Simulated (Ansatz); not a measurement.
# Gap of LiMgBN2 (I-4m2) under biaxial, uniaxial and hydrostatic strain with PBE, HSE06 and G0W0@PBE

The decision at hand is whether a strain tolerance for LiMgBN2 layers can be written as a limit on volume change, or whether the strain in the xy plane and the strain along z need separate limits. A volume limit would be simpler, but it is safe only if equal volume changes shift the gap equally, whatever the kind of strain. We compare the fundamental gap of four strained cells at three levels of theory. Strains and volume changes are measured from the unstrained cell, positive for expansion. The unstrained cell was also computed at all three levels, and its gap lies very close to that of the cell stretched along z alone. Volume turns out not to be enough; the in-plane strain is what counts.

## Systems and settings

Structures are cells described as 'relaxed with PBE or PBE+U in the database'. Ansatz 0.2.0, plane waves with PAW (wavefunction cutoff 420 eV), no spin polarisation. Each strain is applied to the cell (the percentage is the linear strain of the axes named; hydrostatic means all three), the extent of the cell along the other Cartesian axes held, ions relaxed with PBE. Levels, all three on every cell: semilocal functionals (gap from a band path, or from the mesh plus edge points), self-consistent hybrids (mesh plus edge points), and one-shot G0W0 by contour deformation with a screening cutoff of 140 eV and empty bands chosen to reach 140 eV, short of the basis limit, its correction on the mesh added to the start's gap over the zone. No spin-orbit coupling. The PAW files of Ansatz are those of its set soft_1.

Notes on method and selection:

- The G0W0 steps are scalar-relativistic: spin-orbit coupling is not in them.
- Band edges were sought on the mesh and at the high-symmetry points alone; a valley that lies between them, or moves off them under strain, can be missed.
- Runs that did not converge, have known faults or may not be shown are not listed, and runs on Ansatz's PAW sets soft_1 and soft_2 are kept to separate tables.

Columns:

- volume change (%): change of the cell volume from the unstrained cell.
- edges: k points of the valence and conduction edge (symmetry labels, or fractions of the reciprocal vectors of the cell).
- gap (eV): fundamental gap over the zone.

## Results

| member | level of theory | volume change (%) | edges | gap (eV) |
| --- | --- | --- | --- | --- |
| biaxial xy −1 % | PBE | −1.99 | M to Γ | 2.67 |
| uniaxial z +3 % | PBE | 3.00 | M to Γ | 2.60 |
| hydrostatic +1.5 % | PBE | 4.57 | M to Γ | 2.50 |
| hydrostatic +2 % | PBE | 6.12 | M to Γ | 2.47 |
| biaxial xy −1 % | HSE06 | −1.99 | M to Γ | 3.79 |
| uniaxial z +3 % | HSE06 | 3.00 | M to Γ | 3.71 |
| hydrostatic +1.5 % | HSE06 | 4.57 | M to Γ | 3.60 |
| hydrostatic +2 % | HSE06 | 6.12 | M to Γ | 3.57 |
| biaxial xy −1 % | G0W0@PBE | −1.99 | (-0.5, -0.5, -0.5) to Γ | 4.35 |
| uniaxial z +3 % | G0W0@PBE | 3.00 | (-0.5, -0.5, -0.5) to Γ | 4.26 |
| hydrostatic +1.5 % | G0W0@PBE | 4.57 | (-0.5, -0.5, -0.5) to Γ | 4.14 |
| hydrostatic +2 % | G0W0@PBE | 6.12 | (-0.5, -0.5, -0.5) to Γ | 4.10 |

gap (eV) against volume change (%):

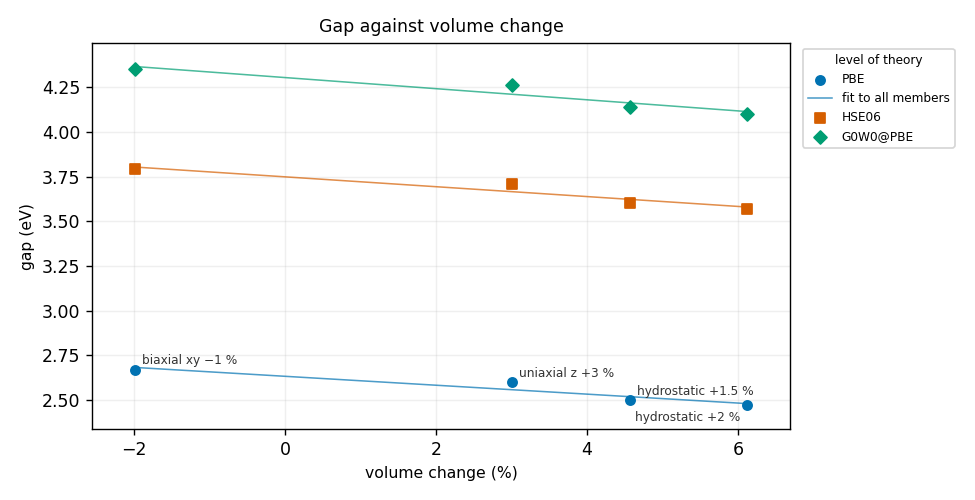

Least-squares fits to the whole series, with x = volume change (%); R² and errors in the fitted variable (y, or ln y where the fit is in ln y):

| y | level of theory | members | fit | R² | rms residual | leave-one-out rms | the same for the mean of the others |
| --- | --- | --- | --- | --- | --- | --- | --- |
| gap (eV) | PBE | 4 | y = 2.633 − 0.02492 x | 0.91 | 0.024 | 0.071 | 0.11 |
| gap (eV) | HSE06 | 4 | y = 3.748 − 0.02755 x | 0.91 | 0.026 | 0.074 | 0.12 |
| gap (eV) | G0W0@PBE | 4 | y = 4.303 − 0.03104 x | 0.91 | 0.029 | 0.086 | 0.13 |

## Interpretation

The gap falls as the xy plane widens and hardly responds to stretching along z. The simplest model that carries this follows in four steps.

1. We assume small strains and band edges that stay at the same k points, as they do here: M for the valence edge and Γ for the conduction edge (the fractions in the G0W0@PBE rows denote a point equivalent to M). The gap is then linear in the strain.

2. All the strains applied keep x and y equivalent and contain no shear. Two strains therefore suffice, $e$ in the plane and $s$ along z, both in %:
$$E_g = E_0 + A\,e + C\,s$$

3. To first order the volume change is $2e + s$. Volume alone could predict the gap only if $A = 2C$.

4. The unstrained cell and the cell with $s = 3$ have nearly the same gap, so $C$ is close to zero. What remains is
$$E_g = E_0 + A\,e$$

The PBE rows show the difference between the two descriptions. From biaxial −1 % to uniaxial z +3 % the gap changes by 2.60 − 2.67 = −0.07 eV while the volume change rises by 4.99 points, a slope of −0.014 eV per % of volume. From there to hydrostatic +1.5 % it changes by 2.50 − 2.60 = −0.10 eV over only 1.57 points, a slope of −0.064. Against in-plane strain the same two steps give −0.07/1 = −0.07 and −0.10/1.5 = −0.067 eV per %, which agree within the rounding.

A possible cause lies in the structure. The linear N–B–N units stand along z, and widening the plane moves them apart sideways. If the conduction state at Γ is antibonding between neighbouring units and cations, it then comes down relative to the valence edge. The nearly constant gap under stretching along z means that both edges then move together, but it does not show why they do.

## Testing the model

We fix the model on biaxial xy −1 % ($e = -1$) and hydrostatic +2 % ($e = 2$), which lie 3 points of in-plane strain apart. The slopes $A$, in eV per % of in-plane strain, are

- PBE: (2.47 − 2.67)/3 = −0.0667
- HSE06: (3.57 − 3.79)/3 = −0.0733
- G0W0@PBE: (4.10 − 4.35)/3 = −0.0833

Two members are left for the test. The first is not fully independent, since it already served to argue that $C$ is close to zero; it still tests whether the gap is linear in the in-plane strain. Uniaxial z +3 % has $e = 0$, one point above the biaxial cell:

- PBE: 2.67 − 0.0667 × 1 = 2.60 eV; table 2.60
- HSE06: 3.79 − 0.0733 × 1 = 3.72 eV; table 3.71
- G0W0@PBE: 4.35 − 0.0833 × 1 = 4.27 eV; table 4.26

Hydrostatic +1.5 % has $e = 1.5$, which is 2.5 points above the biaxial cell:

- PBE: 2.67 − 0.0667 × 2.5 = 2.50 eV; table 2.50
- HSE06: 3.79 − 0.0733 × 2.5 = 3.61 eV; table 3.60
- G0W0@PBE: 4.35 − 0.0833 × 2.5 = 4.14 eV; table 4.14

The misses are 0.01 eV or less. For comparison, the mean of the two members that fix the PBE model, (2.67 + 2.47)/2 = 2.57 eV, misses the same two test cells by 0.03 and 0.07 eV.

A line in volume through the same two G0W0@PBE members has the slope (4.10 − 4.35)/8.11 = −0.0308 eV per %. For uniaxial z +3 % it gives 4.35 − 0.0308 × 4.99 = 4.20 eV, which is 0.06 eV too low. For hydrostatic +1.5 % it does well, because that cell is strained in the same way as one of the two members that fix the line.

## Departures from the trend

Largest departures from the fit to the whole series:

| member | level of theory | gap (eV) | fit | computed − fit | in rms residuals |
| --- | --- | --- | --- | --- | --- |
| uniaxial z +3 % | G0W0@PBE | 4.26 | 4.21 | +0.05 | 1.7 |
| uniaxial z +3 % | PBE | 2.60 | 2.56 | +0.04 | 1.7 |
| uniaxial z +3 % | HSE06 | 3.71 | 3.67 | +0.04 | 1.7 |
| hydrostatic +1.5 % | HSE06 | 3.60 | 3.62 | −0.02 | 0.8 |

The in-plane model leaves no departure above the rounding of the gaps. It is the volume line that breaks, and it does so at the cell stretched along z. That cell lies above the fit by 0.04 eV with PBE and HSE06 and by 0.05 eV with G0W0@PBE. The unstrained cell, with nearly the same gap but a smaller volume, lies below the fit. The assumption that fails is $A = 2C$, that a given volume change acts alike in every direction.

The R² of 0.91 hides this, because in these four cells volume and in-plane strain rise in the same order.

The in-plane model has limits of its own. Compression along z is not shown in the table, yet a film stretched in its plane and free to relax would normally contract along z. Shear and unequal strains along x and y would need further coefficients. A band valley away from the mesh and the high-symmetry points could also have been missed, and the gap would then be smaller than listed.

## Closing remarks

For in-plane strains from −1 to +2 % and stretches along z up to 3 %, the tolerance should be set on in-plane strain. Each 1 % of in-plane expansion lowers the gap by about 0.07 eV with PBE and HSE06 and 0.08 eV with G0W0@PBE.

The absolute gap is less certain than these shifts. Zero-point motion of the light atoms typically lowers the gap of such a nitride by a few tenths of an eV, comparable to the whole span of the G0W0@PBE gaps, 4.35 − 4.10 = 0.25 eV. Leaving it out makes the listed gaps too large. The PBE start of G0W0 tends to cause the opposite error, making wide gaps too small. Both errors should largely cancel between strained cells.
